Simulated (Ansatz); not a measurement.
SnO2

Input file:

```
crystal:
  lattice:
    - [4.73735, 0.02368675, 0.02368675]
    - [0.02368675, 4.73735, 0.02368675]
    - [0.015932, 0.015932, 3.1864]
  atoms:
    - { symbol: Sn, position: [0.0, 0.0, 0.0] }
    - { symbol: Sn, position: [0.5, 0.5, 0.5] }
    - { symbol: O, position: [0.30562, 0.30562, 0.0] }
    - { symbol: O, position: [0.19438, 0.80562, 0.5] }
    - { symbol: O, position: [0.69438, 0.69438, 0.0] }
    - { symbol: O, position: [0.80562, 0.19438, 0.5] }
kpoints:
  mp_grid: { grid: [4, 4, 6] }
scf:
  occupations: { method: fermi_dirac, width: 0.03 }
hamiltonian:
  xc: lda
  pseudopotentials: { kind: paw }
output:
  forces: true
  stress: true
  eigenvalues: true
  efg: { contact_densities: true }
  write_density: true
  write_potential: true
  elf: true
  volumetric_format: npy
```

Run with:

```sh
ansatz run input.yaml --threads 2 --pin off --max-ram 8192MiB --backend cpu --events-out ev --progress --plain --runs-dir out
```

Below, planes, directions and counts refer to the conventional cell (a = 6.73 Å, b = 6.67 Å, c = 3.19 Å, α = 90.00°, β = 90.81°, γ = 90.00°).

Space group C2/m; changed on purpose from its base cell (equal xy, yz and zx shear strains of +1 %, PAW files).

These are results of Ansatz 0.2.0, DFT, LDA, PAW with Ansatz's default frozen-core files, scalar-relativistic, not measurements.

Core electrons are frozen (PAW), and the valence fields are smoothed inside the atomic spheres.

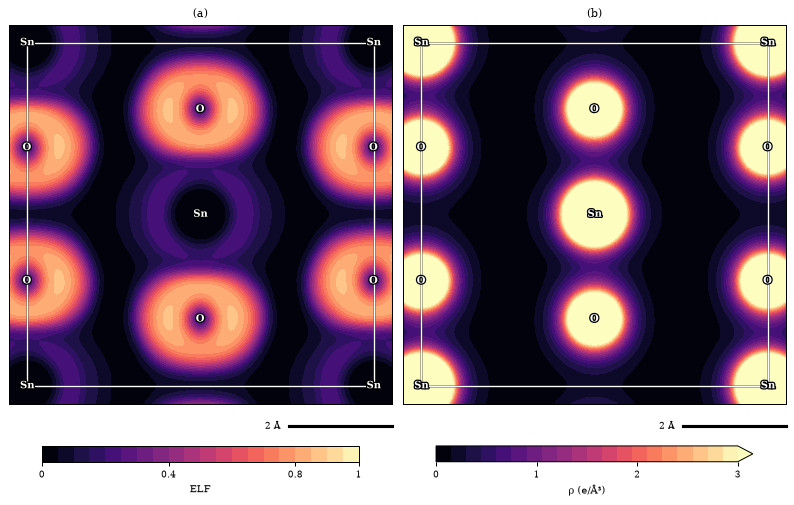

Figure 1. (a) electron localisation function; (b) valence charge density (pseudo) on the (001) plane of the conventional cell.

> Interpret the plot.

- Atoms in the plane: Sn and O.
- Sn–O (2.04 Å): ρ is about 0.7 e/Å³ halfway; the ELF peaks at about 0.80 in the valence shell of O, 0.6 Å from its nucleus, and is about 0.25 at the midpoint; no shared electron pair shows on this line.
- Between the atoms the lowest density in this plane is 0.03 e/Å³.
- The ELF also peaks beside O, away from the bonds: lone-pair regions.

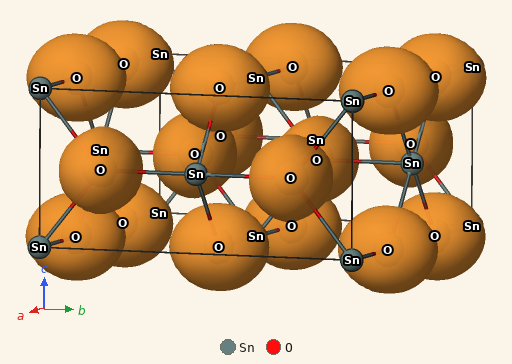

Figure 2. Isosurface of the electron localisation function at 0.65 (orange), seen slightly off an axis. Only the valence region is drawn (cores and ρ < 0.01 e/Å³ removed). Sticks mark near contacts.

> Where are the electrons localised?

The ELF exceeds this value in eight regions wrapped around O (the valence shell of each), counted in one cell of 12 atoms. Regions shared between cells count once.

> Does the calculation make it a metal, or give it a gap?

It is gapped, with a Kohn–Sham gap of 1.1 eV on the k-point mesh, an upper bound to the gap of this method.
